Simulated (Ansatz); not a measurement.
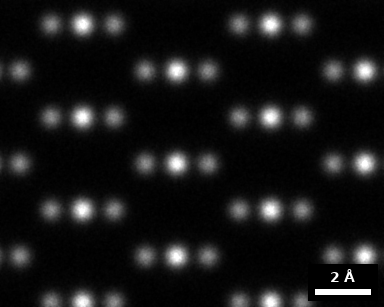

Z-contrast image of Ca (P6_3/mmc, No. 194). Simulated incoherent Z contrast: every atom adds Z^1.6 spread by a probe of 0.58 Å full width; channelling and multiple scattering are left out. The probe carries 15 % of its weight in a tail 2.5 times as wide. Shot noise was added. Atomic positions: the input geometry of a calculation; the starting structure was generated, so it need not be a known form of this composition.

```yaml
crystal:
  lattice:
    - [3.96033, 0.00000, 0.00000]
    - [-1.98016, 3.42974, 0.00000]
    - [0.00000, 0.00000, 12.97908]
  atoms:
    - { symbol: Ca, position: [0.00000, 0.00000, 0.00000] }
    - { symbol: Ca, position: [0.00000, 0.00000, 0.50000] }
    - { symbol: Ca, position: [0.33333, 0.66667, 0.25000] }
    - { symbol: Ca, position: [0.66667, 0.33333, 0.75000] }
```

**Which beam direction gives this image, [421], [201], [101] or [310]? (Directions equivalent by symmetry count as one.)**

[201]. The projected cells are 3.08 × 3.08 Å, 100° for [421]; 3.38 × 3.82 Å, 116° for [201]; 3.79 × 3.92 Å, 119° for [101]; 1.30 × 12.98 Å, 90° for [310], and the image repeats as the [201] one does.
